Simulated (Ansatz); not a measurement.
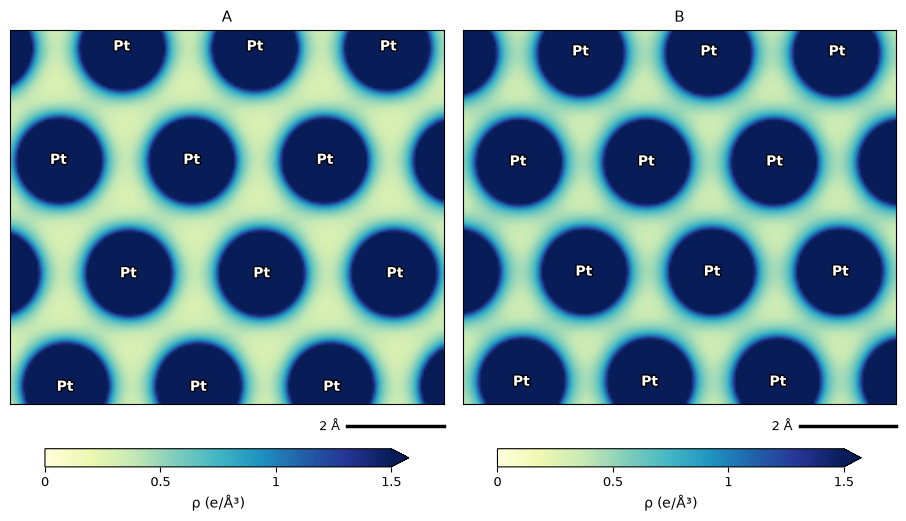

Pt. The valence charge density (pseudo) of two cells that differ in size and shape, on the (100) plane of each (indices in the axes of the calculation cell), at one length scale and on one colour scale: A has 14.6 Å³ an atom and B 13.2.

Space group I4/mmm.

All numbers below come from DFT PBEsol, scalar-relativistic, plane waves, PAW (Ansatz).

The density is the valence pseudo-density of a PAW calculation; it isn't the true density close to the nuclei.

The larger cell:

```
CELL_PARAMETERS angstrom
0.00000 1.90895 2.00685
1.90895 0.00000 2.00685
1.90895 1.90895 0.00000
ATOMIC_POSITIONS crystal
Pt 0.00000 0.00000 0.00000
```

The smaller cell: a = 2.665 Å, b = 2.665 Å, c = 2.630 Å, α = 60.43°, β = 60.43°, γ = 59.14°.

What changes from the larger cell to the smaller?

Answer. From the larger cell to the smaller, Pt–Pt goes from 2.70 to 2.63 Å, and the density at its midpoint from 0.43 to 0.49 e/Å³; the pressure goes from 9 to 53 GPa.
